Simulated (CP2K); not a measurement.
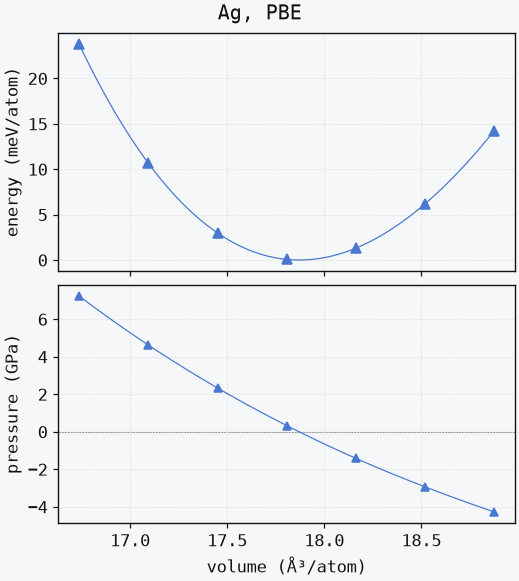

The picture above shows the energy and pressure against volume for Ag, space group P6_3/mmc (No. 194).

Structure:
```
CELL_PARAMETERS angstrom
2.93000 0.00000 0.00000
-1.46500 2.53745 0.00000
0.00000 0.00000 4.79000
ATOMIC_POSITIONS crystal
Ag 0.66667 0.33333 0.75000
Ag 0.33333 0.66667 0.25000
```

How it was computed, with CP2K 2026.2: DFT in Gaussian orbitals with a plane-wave density, no spin polarisation; energies at scaled volumes of the given cell, shape and fractions fixed, counted from the fit's minimum, third-order Birch-Murnaghan fit. Level: PBE.

```csv
setting,value
k mesh,10×10×6
occupations,Fermi–Dirac
smearing width,0.05 eV
potentials,GTH PBE with UZH TZVP basis
density cutoff,6123 eV
program settings,"ngrids 5, basis sets Ag TZVP-MOLOPT-PBE-GTH-q11, cutoff ry 450 Ry, rel cutoff ry 60 Ry"
```

> What equilibrium volume and bulk modulus follow from the curve?

A third-order Birch–Murnaghan fit gives V0 = 17.87 Å³/atom, B0 = 91.5 GPa and B′ = 5.7.

> What does the pressure do across the range?

It falls from 7.23 GPa at volume 16.74 Å³/atom to −4.28 GPa at 18.87 Å³/atom, and changes sign near 17.87 Å³/atom.

Caveats: shape and atomic fractions are frozen while scaling, which makes layered, chain and framework solids too stiff.
